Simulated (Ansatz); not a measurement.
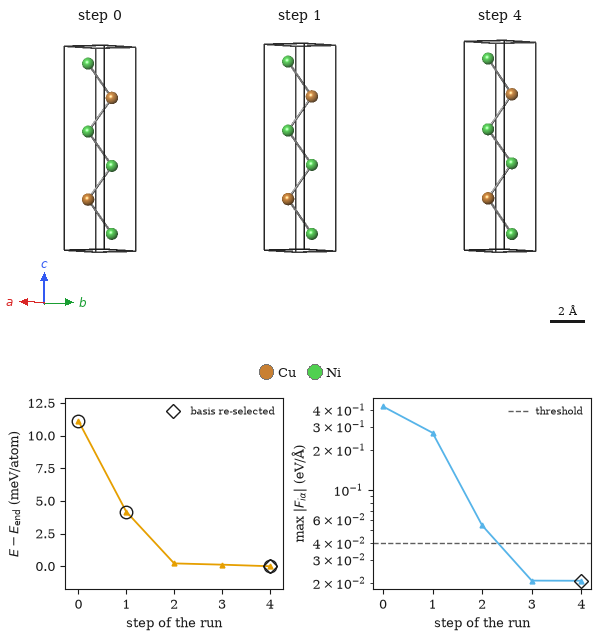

Frames of a relaxation of crystalline CuNi₂ (a generated structure, set up in P6_3/mmc) (coarse preliminary run), marked on the history of the run. Style: ball-and-stick. Shown: the cell of the calculation, from a free direction.

Computed with DFT PBE, scalar-relativistic, plane waves, PAW in Ansatz.

The input:
```yaml
crystal:
  lattice:
    - [2.49765736, 0.0, 0.0]
    - [-1.24882868, 2.16303472, 0.0]
    - [0.0, 0.0, 12.16901124]
  atoms:
    - { symbol: Cu, position: [0.33333333, 0.66666667, 0.75] }
    - { symbol: Cu, position: [0.66666667, 0.33333333, 0.25] }
    - { symbol: Ni, position: [0.33333333, 0.66666667, 0.08333333], spin: 2.0 }
    - { symbol: Ni, position: [0.33333333, 0.66666667, 0.41666667], spin: 2.0 }
    - { symbol: Ni, position: [0.66666667, 0.33333333, 0.91666667], spin: 2.0 }
    - { symbol: Ni, position: [0.66666667, 0.33333333, 0.58333333], spin: 2.0 }
basis:
  ecutwfc: 420
kpoints:
  mp_grid: { grid: [6, 6, 2] }
hamiltonian:
  xc: pbe
scf:
  occupations: { method: gaussian, width: 0.1 }
  lower_state_search: "off"
output:
  forces: true
  stress: true
  eigenvalues: true
  populations: true
magnetization:
  spin_polarized: true
relax:
  adjacent_minimum: "off"
  f_tol: 0.04
  max_steps: 70
  cell: { stress_tol: 0.4 }
```

Run as
```bash
ansatz run input.yaml --threads 1 --pin off --max-ram 2560MiB --backend cpu --events-out ev --progress --plain --runs-dir out
```

Q: Describe the path.

A: The largest moves relative to the cell, 0.034 Å, are those of Ni3, Ni4, Ni5 and Ni6. Ni4 goes along +c. Cu stays in place. The drawn cell changes as follows: a = b 2.498 → 2.499 Å (+0.1 %), c 12.169 → 12.461 Å (+2.4 %); the volume changes by +2.5 %. Near-neighbour distances that change, for instance: Cu1–Ni5 2.489 → 2.557 Å, Ni3–Ni5 2.489 → 2.473 Å. The space group stays P6_3/mmc (No. 194). After 3 accepted moves (4 points after the start) the energy has fallen by 11.1 meV per atom. Largest force component: 0.43 eV/Å at the start, 0.021 eV/Å at the end. The pressure goes from 4.49 to 0.09 GPa. The SCF was repeated once at an unchanged geometry on a basis and grid sized afresh for the cell, which shifted the energy by 0.1 meV per atom at most. The run took 39 s on 1 thread of Intel(R) Xeon(R) Platinum 8488C (Sapphire Rapids), on a shared host, peak memory 0.51 GiB. From step 0 to 1: volume +1.2 %, energy −7.0 meV per atom. From step 1 to 4: Ni atoms move most (0.02 Å), volume +1.3 %, energy −4.2 meV per atom.

```
step  E − E(0), meV/atom  largest force component, eV/Å  pressure, GPa  volume, Å³/atom                      note
   0                0.00                         0.4250           4.49           10.957                          
   1               -6.95                         0.2695           2.26           11.085                          
   2              -10.91                         0.0543          -0.08           11.240                          
   3              -11.01                         0.0209           0.11           11.234                          
   4              -11.13                         0.0208           0.09           11.234  same geometry, new basis
```

Limits of the set-up: the k-point mesh is coarse for a cell with partly filled bands.
